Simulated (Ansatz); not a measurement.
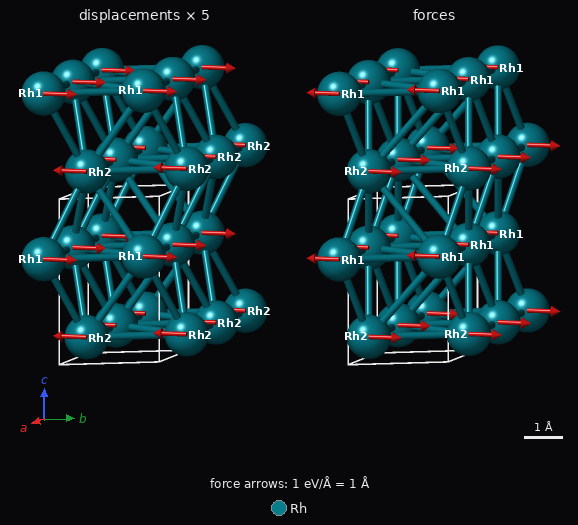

Left: a symmetric starting cell of Rh, with red arrows for the displacements applied to it. Right: the displaced structure with the computed forces. Style: ball-and-stick. Shown: the cell of the calculation, repeated 3 × 2 × 2 with one cell outlined, slightly off an axis.

Level of theory: DFT PBE, scalar-relativistic, plane waves, PAW (Ansatz 0.2.0). Settings: plane-wave cutoff 420 eV; k-point mesh 15 × 15 × 8; occupations gaussian; smearing width 0.1 eV; no spin polarisation.

Describe the distortion and the response.

Atoms are displaced by 0.19 Å: Rh1 0.19 Å along [1 2 0]. No relaxation follows. The starting cell wasn't computed here and needn't be at equilibrium, so pressure and forces aren't due to the change alone. The pressure is −0.5 GPa (not all of it need come from the change, since the unchanged cell can be under pressure at this level too). The principal stresses (compression positive) are 4.9 GPa along c, −1.4 GPa along a, −4.8 GPa along [1 2 0]. The largest forces, 0.91 eV/Å, act on Rh1 and Rh2; on Rh2 it points along [1 2 0]. The forces point straight back along the displacements (cosine −1.00). Among the bonded contacts that change: Rh–Rh 2.718 → 2.634 to 2.952 Å. The space group (tolerance 0.01 Å) goes from P6_3/mmc (No. 194) to Cmcm (No. 63).
